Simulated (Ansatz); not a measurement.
## Run report: Al₂Ni, geometry relaxation (part 1 of 2)

System: Al₂Ni (3 atoms in the cell).
Method: DFT PBE, scalar-relativistic, plane waves, PAW, no spin polarisation (Ansatz 0.2.0).

The structure was made by a generator, so it may or may not be a known phase. Figures and captions count atoms from 1; the log counts them from 0 in places.

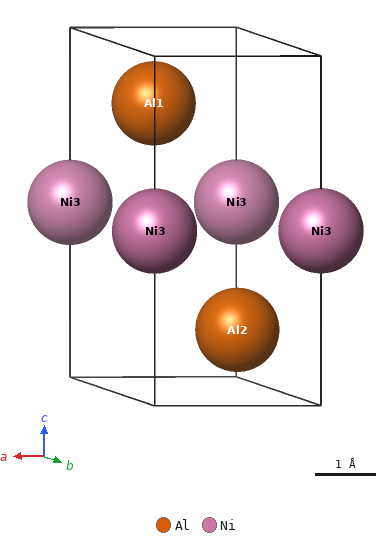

Fig. 1: The structure as given in the input (spheres-only view of the cell of the calculation, seen at an oblique angle; atoms are numbered from 1 in the order of the input).

The input:
```yaml
crystal:
  lattice:
    - [2.8190559744, 0.0, 0.0]
    - [-1.4095279872, 2.4413740886, 0.0]
    - [0.0, 0.0, 6.0438253843]
  atoms:
    - { symbol: Al, position: [0.6666666667, 0.3333333333, 0.8104114094] }
    - { symbol: Al, position: [0.3333333333, 0.6666666667, 0.1895885906] }
    - { symbol: Ni, position: [0.0, 0.0, 0.5] }
basis:
  ecutwfc: 420
kpoints:
  mp_grid: { grid: [18, 18, 8] }
hamiltonian:
  xc: pbe
scf:
  occupations: { method: gaussian, width: 0.1 }
output:
  forces: true
  stress: true
  eigenvalues: true
  write_density: true
  write_potential: true
  elf: true
  volumetric_format: npy
relax:
  adjacent_minimum: "off"
  f_tol: 0.01
  max_steps: 80
  cell: { stress_tol: 0.05 }
```

Run on 1 thread of Intel Xeon @ 2.70GHz, 189 GiB of memory available, shared host.

Command:
```bash
ansatz run input.yaml --threads 1 --pin off --max-ram 2560MiB --backend cpu --events-out ev --progress --plain --runs-dir out
```

Log:
```
Engine: ansatz 0.2.0, x86_64-unknown-linux-gnu
Pseudopotentials: kind: paw
Pseudopotential: Al, paw, valence charge 3, recommended cutoff 420 eV (normal), Al.paw.azcp
Pseudopotential: Ni, paw, valence charge 18, recommended cutoff 420 eV (normal), Ni.paw.azcp
Functional definition: PBE
  parameter kappa = 0.804
  parameter beta = 0.06672455060314922
  exchange = pbe_x(kappa = kappa, mu = beta*pi^2/3)
  correlation = pbe_c(beta = beta)
Crystal: 3 atoms, lattice volume = 41.596 Å³
Basis set: ecut = 420 eV, 801 PW (Γ), exchange–correlation on 40×40×90 points (8 copies of the dense FFT grid, shifted against one another)
Bands: 16, of which v1, the nominal top of the filled ones, is band 12 counted from 1 (11 counted from 0)
Symmetry: 12 space group operations
Space group: P-3m1 (ITA 164), of the structure as read, at distance tolerance 3.5e-5 Å
k-points: 266 of 2592
Non-local potential: Al, projectors of the file, l = 0: 2, l = 1: 2, l = 2: 1
Non-local potential: Ni, projectors of the file, l = 0: 3, l = 1: 2, l = 2: 3, l = 3: 1
PAW form: soft (Blöchl's): semilocal exchange-correlation on the pseudo side does not see the compensation charge
PAW one-centre angular grid: Al, 110 points (default); XC on 64 Gauss nodes
PAW one-centre angular grid: Ni, 590 points (default); XC on 64 Gauss nodes
Initial density: superposition of atomic densities (neutral atoms: chi_scale 0, normalization atom), corrected by the library's trained network
Initial wavefunctions: pseudopotential atomic-orbital guess
Functional: x = pbe(κ = 0.804, μ = 0.2195149727645171), c = pbe(β = 0.06672455060314922)
SCF iter   1: F=—  HF=-6915.641787 eV  |F-HF|=—  |Δ(HF+E_count)|=         —  Δρ=7.69e-3  dr2=1.80e-2  ethr=1.77e-3  ⟨swp⟩=5.3  Hψ=21875  notcnv=0
preconditioner: auto → none  [metal: Δε(μ)=0.007 eV  Ē_g=7.038 eV  σ=0.100 eV  W_gap=0.04  n_scr=4 (ndim 8)  ℏωp=23.0 eV  f_vac=0.000  D(μ)=1.37/eV (n_scr^D=4)  sad-step TF]
SCF iter   2: F=—  HF=-6915.640468 eV  |F-HF|=—  |Δ(HF+E_count)|=   1.32e-3  Δρ=2.51e-3  dr2=2.25e-3  ethr=7.48e-5  ⟨swp⟩=1.0  Hψ=6388  notcnv=0
SCF iter   3: F=—  HF=-6915.640216 eV  |F-HF|=—  |Δ(HF+E_count)|=   2.52e-4  Δρ=6.16e-4  dr2=1.26e-4  ethr=9.37e-6  ⟨swp⟩=1.0  Hψ=4257  notcnv=0
SCF iter   4: F=—  HF=-6915.640210 eV  |F-HF|=—  |Δ(HF+E_count)|=   5.91e-6  Δρ=4.09e-4  dr2=5.51e-5  ethr=5.24e-7  ⟨swp⟩=2.0  Hψ=6409  notcnv=0
SCF iter   5: F=—  HF=-6915.640161 eV  |F-HF|=—  |Δ(HF+E_count)|=   4.88e-5  Δρ=1.11e-4  dr2=2.81e-6  ethr=2.29e-7  ⟨swp⟩=2.1  Hψ=5671  notcnv=0
SCF iter   6: F=-6915.640161 eV  HF=-6915.640161 eV  |F-HF|=4.97e-8  |Δ(HF+E_count)|=   1.12e-7  Δρ=1.26e-5  dr2=7.97e-8  ethr=4.17e-10  ⟨swp⟩=6.3  Hψ=27509  notcnv=0
SCF 1 converged in 6 iterations: F = -6915.640161 eV  dr2 = 7.97e-8
  greatest PAW one-centre occupation: 1.001 electrons in one spin orbital (limit 2), on the Ni atom at site 2 (counted from 0), in its partial waves of l = 1
relax step   1: F+E_penalty+E_count = -6915.64016119 eV  Δ(F+E_penalty+E_count) = +0.000e0 eV  max|allowed force component| = 1.956e-1 eV/Å  Δτ_max = 0.0000 Å  P = +0.083 GPa  Ω = 41.596 Å³  (6 SCF iters, dr2 threshold 1.00e-7 eV, accepted)
Crystal: 3 atoms, lattice volume = 41.791 Å³
Initial density: handed on by an earlier stage of this run
Initial wavefunctions: those handed on with the density
iter 1 solved again at ethr=2.48e-5 eV; its pass at ethr=3.10e-3 eV (dr2=5.95e-3 eV) is discarded
SCF iter   1: F=—  HF=-6915.646105 eV  |F-HF|=—  |Δ(HF+E_count)|=         —  Δρ=2.27e-3  dr2=6.17e-3  ethr=2.48e-5  ⟨swp⟩=2.0  Hψ=25478  notcnv=0
preconditioner: auto → none  [metal: Δε(μ)=0.004 eV  Ē_g=7.076 eV  σ=0.100 eV  W_gap=0.02  n_scr=4 (ndim 8)  ℏωp=23.0 eV  f_vac=0.000  D(μ)=1.40/eV (n_scr^D=4)]
SCF iter   2: F=—  HF=-6915.645385 eV  |F-HF|=—  |Δ(HF+E_count)|=   7.20e-4  Δρ=1.99e-3  dr2=1.14e-3  ethr=2.48e-5  ⟨swp⟩=2.0  Hψ=5663  notcnv=0
SCF iter   3: F=—  HF=-6915.645179 eV  |F-HF|=—  |Δ(HF+E_count)|=   2.06e-4  Δρ=3.86e-4  dr2=1.62e-4  ethr=4.73e-6  ⟨swp⟩=2.0  Hψ=5954  notcnv=0
SCF iter   4: F=—  HF=-6915.645115 eV  |F-HF|=—  |Δ(HF+E_count)|=   6.41e-5  Δρ=1.96e-4  dr2=2.88e-5  ethr=6.73e-7  ⟨swp⟩=1.1  Hψ=4332  notcnv=0
SCF iter   5: F=—  HF=-6915.645113 eV  |F-HF|=—  |Δ(HF+E_count)|=   2.60e-6  Δρ=3.78e-5  dr2=7.88e-7  ethr=1.20e-7  ⟨swp⟩=1.2  Hψ=4331  notcnv=0
SCF iter   6: F=-6915.645113 eV  HF=-6915.645113 eV  |F-HF|=2.28e-9  |Δ(HF+E_count)|=   3.58e-8  Δρ=5.03e-6  dr2=5.59e-9  ethr=1.25e-9  ⟨swp⟩=8.9  Hψ=29506  notcnv=0
SCF 2 converged in 6 iterations: F = -6915.645113 eV  dr2 = 5.59e-9
  Residual-converged pass: ⟨swp⟩=1.0  Hψ=5320  notcnv=0  max |occ|·‖R‖ = 7.1e-9 eV (tolerance 1.0e-8 eV)  dr2=5.59e-9  dr2_onsite=2.06e-9  max |Δocc| = 1.8e-10
relax step   2: F+E_penalty+E_count = -6915.64511270 eV  Δ(F+E_penalty+E_count) = -4.952e-3 eV  max|allowed force component| = 4.275e-2 eV/Å  Δτ_max = 0.0211 Å  P = -0.349 GPa  Ω = 41.791 Å³  energy of the carried Pulay correction = -8.079e-5 eV  (6 SCF iters, dr2 threshold 3.00e-7 eV, accepted)
Crystal: 3 atoms, lattice volume = 41.690 Å³
iter 1 solved again at ethr=1.24e-6 eV; its pass at ethr=3.10e-3 eV (dr2=2.97e-4 eV) is discarded
SCF iter   1: F=—  HF=-6915.645891 eV  |F-HF|=—  |Δ(HF+E_count)|=         —  Δρ=5.71e-4  dr2=2.95e-4  ethr=1.24e-6  ⟨swp⟩=2.0  Hψ=24589  notcnv=0
preconditioner: auto → none  [metal: Δε(μ)=0.016 eV  Ē_g=7.064 eV  σ=0.100 eV  W_gap=0.09  n_scr=4 (ndim 8)  ℏωp=23.0 eV  f_vac=0.000  D(μ)=1.37/eV (n_scr^D=4)]
SCF iter   2: F=—  HF=-6915.645816 eV  |F-HF|=—  |Δ(HF+E_count)|=   7.47e-5  Δρ=4.07e-4  dr2=4.61e-5  ethr=1.23e-6  ⟨swp⟩=1.8  Hψ=5069  notcnv=0
SCF iter   3: F=—  HF=-6915.645810 eV  |F-HF|=—  |Δ(HF+E_count)|=   6.15e-6  Δρ=8.53e-5  dr2=8.43e-6  ethr=1.92e-7  ⟨swp⟩=2.0  Hψ=5983  notcnv=0
iter 4 did not close the SCF: its close was put off for the readings that it lacked (scf_convergence_deferred on its scf_iter line)
SCF iter   4: F=-6915.645808 eV  HF=-6915.645808 eV  |F-HF|=3.90e-8  |Δ(HF+E_count)|=   2.03e-6  Δρ=2.42e-5  dr2=1.76e-7  ethr=3.51e-8  ⟨swp⟩=2.2  Hψ=6021  notcnv=0
iter 5 did not close the SCF: its close was put off for the readings that it lacked (scf_convergence_deferred on its scf_iter line)
SCF iter   5: F=-6915.645808 eV  HF=-6915.645808 eV  |F-HF|=3.02e-9  |Δ(HF+E_count)|=   1.32e-8  Δρ=4.65e-6  dr2=4.41e-9  ethr=7.34e-10  ⟨swp⟩=2.7  Hψ=7436  notcnv=0
SCF iter   6: F=-6915.645808 eV  HF=-6915.645808 eV  |F-HF|=2.09e-11  |Δ(HF+E_count)|=  2.13e-10  Δρ=4.50e-7  dr2=2.77e-11  ethr=1.84e-11  ⟨swp⟩=5.1  Hψ=22782  notcnv=0
SCF 3 converged in 6 iterations: F = -6915.645808 eV  dr2 = 2.77e-11
relax step   3: F+E_penalty+E_count = -6915.64580791 eV  Δ(F+E_penalty+E_count) = -6.952e-4 eV  max|allowed force component| = 2.053e-3 eV/Å  Δτ_max = 0.0046 Å  P = -0.097 GPa  Ω = 41.690 Å³  energy of the carried Pulay correction = -3.908e-5 eV  (6 SCF iters, dr2 threshold 3.00e-7 eV, accepted)
Crystal: 3 atoms, lattice volume = 41.663 Å³
iter 1 solved again at ethr=9.69e-9 eV; its pass at ethr=3.10e-3 eV (dr2=2.33e-6 eV) is discarded
SCF iter   1: F=—  HF=-6915.645870 eV  |F-HF|=—  |Δ(HF+E_count)|=         —  Δρ=7.46e-5  dr2=1.77e-6  ethr=9.69e-9  ⟨swp⟩=2.0  Hψ=24116  notcnv=0
preconditioner: auto → none  [metal: Δε(μ)=0.019 eV  Ē_g=7.071 eV  σ=0.100 eV  W_gap=0.11  n_scr=4 (ndim 8)  ℏωp=23.0 eV  f_vac=0.000  D(μ)=1.37/eV (n_scr^D=4)]
SCF iter   2: F=—  HF=-6915.645829 eV  |F-HF|=—  |Δ(HF+E_count)|=   4.09e-5  Δρ=1.27e-5  dr2=1.46e-7  ethr=7.37e-9  ⟨swp⟩=2.0  Hψ=6165  notcnv=0
SCF iter   3: F=—  HF=-6915.645829 eV  |F-HF|=—  |Δ(HF+E_count)|=   2.75e-8  Δρ=1.52e-5  dr2=9.51e-8  ethr=6.09e-10  ⟨swp⟩=2.0  Hψ=5991  notcnv=0
iter 4 did not close the SCF: its close was put off for the readings that it lacked (scf_convergence_deferred on its scf_iter line)
SCF iter   4: F=-6915.645829 eV  HF=-6915.645829 eV  |F-HF|=1.18e-9  |Δ(HF+E_count)|=   2.62e-8  Δρ=2.05e-6  dr2=8.00e-10  ethr=3.96e-10  ⟨swp⟩=2.0  Hψ=5949  notcnv=0
iter 5 did not close the SCF: its close was put off for the readings that it lacked (scf_convergence_deferred on its scf_iter line)
SCF iter   5: F=-6915.645829 eV  HF=-6915.645829 eV  |F-HF|=3.27e-11  |Δ(HF+E_count)|=  6.60e-10  Δρ=4.54e-7  dr2=4.75e-11  ethr=3.33e-12  ⟨swp⟩=2.2  Hψ=6698  notcnv=0
SCF iter   6: F=-6915.645829 eV  HF=-6915.645829 eV  |F-HF|=9.09e-13  |Δ(HF+E_count)|=  1.82e-12  Δρ=4.98e-8  dr2=5.58e-13  ethr=1.00e-12  ⟨swp⟩=4.1  Hψ=18827  notcnv=0
SCF 4 converged in 6 iterations: F = -6915.645829 eV  dr2 = 5.58e-13
relax step   4: F+E_penalty+E_count = -6915.64582907 eV  Δ(F+E_penalty+E_count) = -2.116e-5 eV  max|allowed force component| = 1.509e-3 eV/Å  Δτ_max = 0.0001 Å  P = -0.019 GPa  Ω = 41.663 Å³  energy of the carried Pulay correction = -2.795e-5 eV  (6 SCF iters, accepted)
Initial wavefunctions: pseudopotential atomic-orbital guess (no wavefunctions were taken with the density)
iter 1 solved again at ethr=2.60e-7 eV; its pass at ethr=3.10e-3 eV (dr2=6.23e-5 eV) is discarded
SCF iter   1: F=—  HF=-6915.645864 eV  |F-HF|=—  |Δ(HF+E_count)|=         —  Δρ=2.12e-4  dr2=3.91e-7  ethr=2.60e-7  ⟨swp⟩=2.9  Hψ=32170  notcnv=0
preconditioner: auto → none  [metal: Δε(μ)=0.019 eV  Ē_g=7.072 eV  σ=0.100 eV  W_gap=0.11  n_scr=4 (ndim 8)  ℏωp=23.0 eV  f_vac=0.000  D(μ)=1.37/eV (n_scr^D=4)]
SCF iter   2: F=—  HF=-6915.645850 eV  |F-HF|=—  |Δ(HF+E_count)|=   1.45e-5  Δρ=1.06e-4  dr2=9.85e-8  ethr=1.63e-9  ⟨swp⟩=2.1  Hψ=6234  notcnv=0
SCF iter   3: F=—  HF=-6915.645860 eV  |F-HF|=—  |Δ(HF+E_count)|=   9.93e-6  Δρ=6.36e-6  dr2=1.71e-8  ethr=4.10e-10  ⟨swp⟩=1.9  Hψ=5902  notcnv=0
SCF iter   4: F=—  HF=-6915.645860 eV  |F-HF|=—  |Δ(HF+E_count)|=   1.79e-9  Δρ=1.09e-6  dr2=2.62e-10  ethr=7.14e-11  ⟨swp⟩=2.0  Hψ=5976  notcnv=0
iter 5 did not close the SCF: its close was put off for the readings that it lacked (scf_convergence_deferred on its scf_iter line)
SCF iter   5: F=-6915.645860 eV  HF=-6915.645860 eV  |F-HF|=1.82e-12  |Δ(HF+E_count)|=  1.69e-10  Δρ=2.69e-7  dr2=1.71e-11  ethr=1.09e-12  ⟨swp⟩=2.1  Hψ=6107  notcnv=0
SCF iter   6: F=-6915.645860 eV  HF=-6915.645860 eV  |F-HF|=1.82e-12  |Δ(HF+E_count)|=  5.46e-12  Δρ=3.51e-8  dr2=2.40e-13  ethr=1.00e-12  ⟨swp⟩=4.0  Hψ=18223  notcnv=0
SCF 5 converged in 6 iterations: F = -6915.645860 eV  dr2 = 2.40e-13
relax step   5: F+E_penalty+E_count = -6915.64585993 eV  Δ(F+E_penalty+E_count) = -3.086e-5 eV  max|allowed force component| = 1.474e-3 eV/Å  Δτ_max = 0.0000 Å  P = -0.020 GPa  Ω = 41.663 Å³  stress off target by 2.08e-2 GPa  SCF on the basis re-selected at this cell (its energy is not comparable with the rows above)  (6 SCF iters)
```

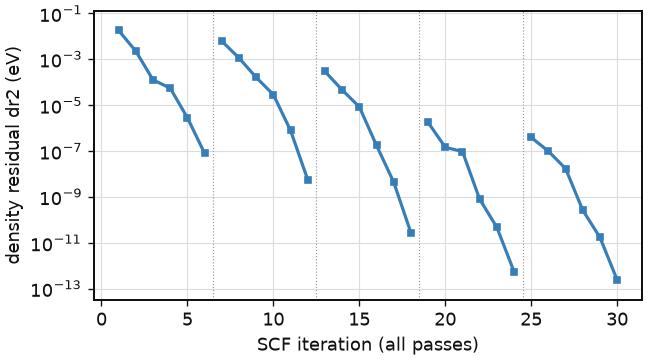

Fig. 2: Convergence of the self-consistent field: density residual dr2 against the SCF iteration. The dotted lines part the SCF passes of the relaxation: geometry steps, rejected trials and re-solves on a re-selected basis. The 5 passes take 6 iterations each, 30 in all.

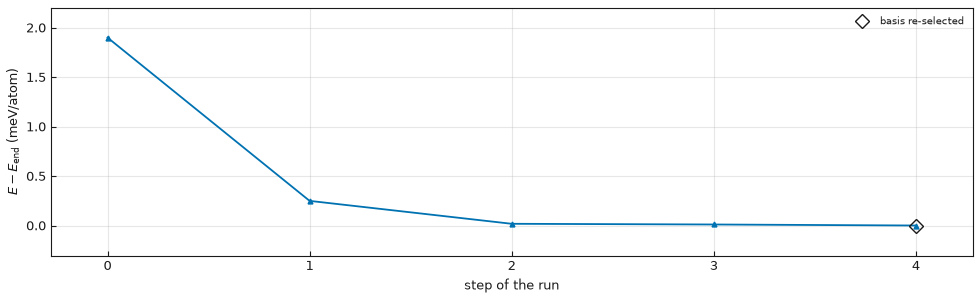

Fig. 3: Progress of the relaxation, step by step (the first geometry is step 0 here and step 1 in the log).
